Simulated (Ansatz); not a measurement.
WS2

```
W S
1.0
     3.18352    0.00000    0.00000
    -1.59176    2.75701    0.00000
     0.00000    0.00000   16.95058
W S
1 2
Direct
  0.33333 0.66667 0.00000
  0.66667 0.33333 0.90851
  0.66667 0.33333 0.09149
```

Space group P-6m2; a structure from a database of computed crystals, not necessarily the ambient phase.

Level of theory: DFT PBEsol+D3(BJ), scalar-relativistic, plane waves, PAW in Ansatz.

Question: What will maps of the valence pseudo-density and electron localisation function show?

Answer: W–S (2.40 Å): ρ is about 0.63 e/Å³ halfway; the ELF peaks at about 0.85 in the valence shell of S, 0.8 Å from its nucleus, and is about 0.50 at the midpoint.

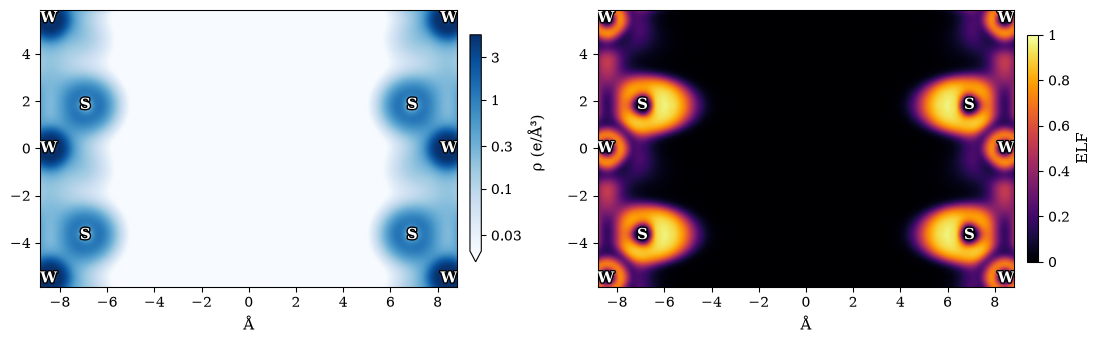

Computed valence pseudo-density and electron localisation function on the (110) plane of the conventional cell, in this order. 

The density is the valence pseudo-density of a PAW calculation; it isn't the true density close to the nuclei.
